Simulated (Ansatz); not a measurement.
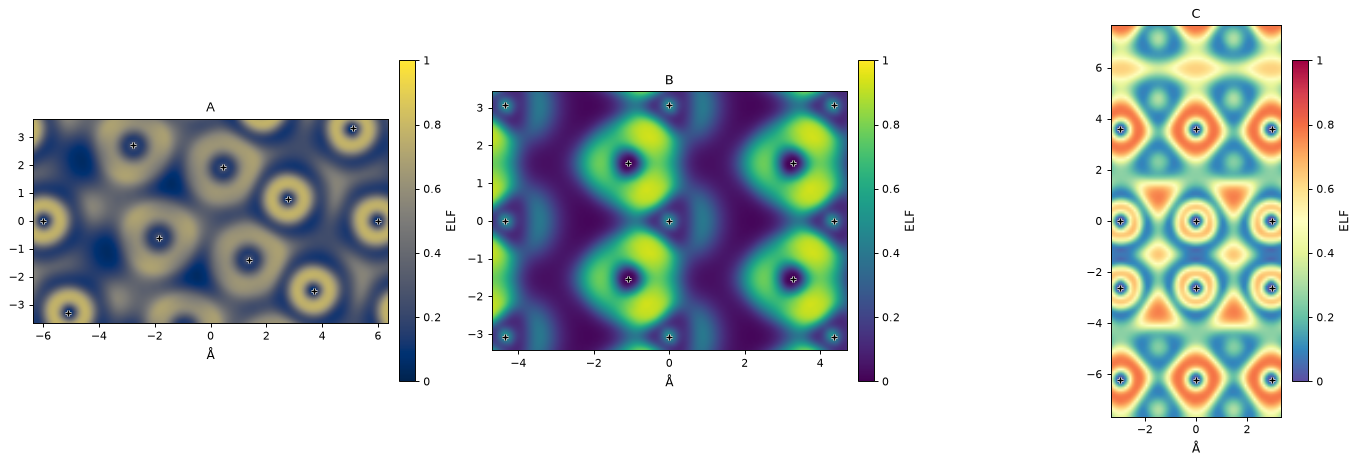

The electron localisation function of 3 systems, each on a plane through atoms (crosses mark nuclei in the plane).

Method: DFT PBEsol, scalar-relativistic, plane waves, PAW in Ansatz.

System 1: NbAs, the (010) plane of the conventional cell. Space group Cm.

System 2: Ti$_{3}$C$_{2}$, the (010) plane of the conventional cell. Space group P6₃/mmc; a structure from a database of computed crystals, not necessarily the ambient phase; computed pressure about 10 GPa in this cell; computed without spin polarisation.

```cif
data_structure
_symmetry_space_group_name_H-M 'P 1'
_symmetry_Int_Tables_number 1
_cell_length_a 2.9888
_cell_length_b 2.9888
_cell_length_c 14.6315
_cell_angle_alpha 90.000
_cell_angle_beta 90.000
_cell_angle_gamma 120.000
_cell_volume 113.19
loop_
_atom_site_label
_atom_site_type_symbol
_atom_site_fract_x
_atom_site_fract_y
_atom_site_fract_z
_atom_site_occupancy
Ti1 Ti 0.33333 0.66667 0.84046 1
Ti2 Ti 0.66667 0.33333 0.34046 1
Ti3 Ti 0.66667 0.33333 0.15954 1
Ti4 Ti 0.33333 0.66667 0.65954 1
Ti5 Ti 0.00000 0.00000 0.00000 1
Ti6 Ti 0.00000 0.00000 0.50000 1
C1 C 0.66667 0.33333 0.91328 1
C2 C 0.33333 0.66667 0.41328 1
C3 C 0.66667 0.33333 0.58672 1
C4 C 0.33333 0.66667 0.08672 1
```

System 3: SiC, the (011) plane of the conventional cell. Space group F-43m.

Match each panel to its system.

Answer. Panel A is system 1, NbAs: the plane holds Nb and As. Nb–As (2.59 Å): the ELF is about 0.40 at the midpoint. Panel B is system 3, SiC: the plane holds Si and C. Si–C (1.89 Å): the ELF peaks at about 0.95 between the atoms; localised, covalent bonding. Panel C is system 2, Ti$_{3}$C$_{2}$: the plane holds Ti and C. Ti–Ti (2.65 Å): the ELF is about 0.10 at the midpoint (no localised pair shows between them).
